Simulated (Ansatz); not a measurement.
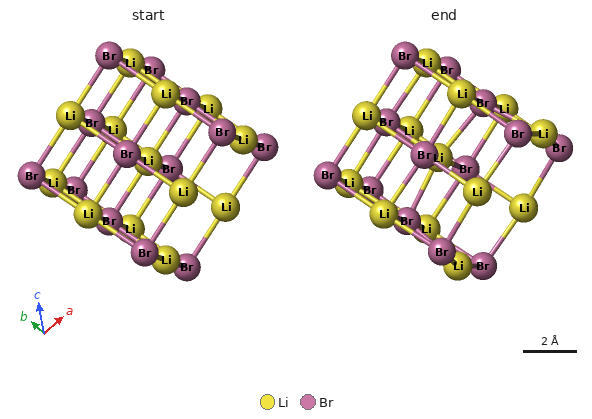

The structure of a defect cell of composition Li27Br26 (cell charge +1) before (left) and after (right) a relaxation, at one scale.

The picture is a ball-and-stick view of the atoms within 5.0 Å of the atom that moves most (axes of the cell of the calculation (origin shifted)), seen slightly off an axis.

Theory: DFT, PBE, plane-wave PAW, default files, scalar-relativistic in Ansatz. (plane-wave cutoff 420 eV; k-point mesh 2 × 2 × 2; occupations fermi dirac; smearing width 0.01 eV; no spin polarisation; atoms relaxed in a fixed cell; force threshold 0.03 eV/Å; at most 40 steps)

Q: Summarise the run.

A: The largest moves, 0.28 Å, are those of Li atoms. By element the largest moves are Li 0.28 Å, Br 0.07 Å. The cell doesn't change. Some distances before and after: Br–Li 2.723 → 2.494 Å, Br–Li 2.723 → 2.762 Å, Br–Li 2.723 → 2.692 Å, Br–Li 2.723 → 2.736 Å. Bond angles that change, for instance: Br–Li–Br 180.0° → 166.0°, Br–Li–Br 90.0° → 97.0°. The energy falls by 0.708 eV per cell of the calculation in 3 geometry steps. Largest force component: 0.66 eV/Å at the start, 0.013 eV/Å at the end. Cost: 2.7 min on 1 thread of Arm Neoverse V1, with other jobs on the host, peak memory 1.7 GiB.

Limits of the set-up: the cell is charged, on a uniform background, and energies carry no finite-size correction.
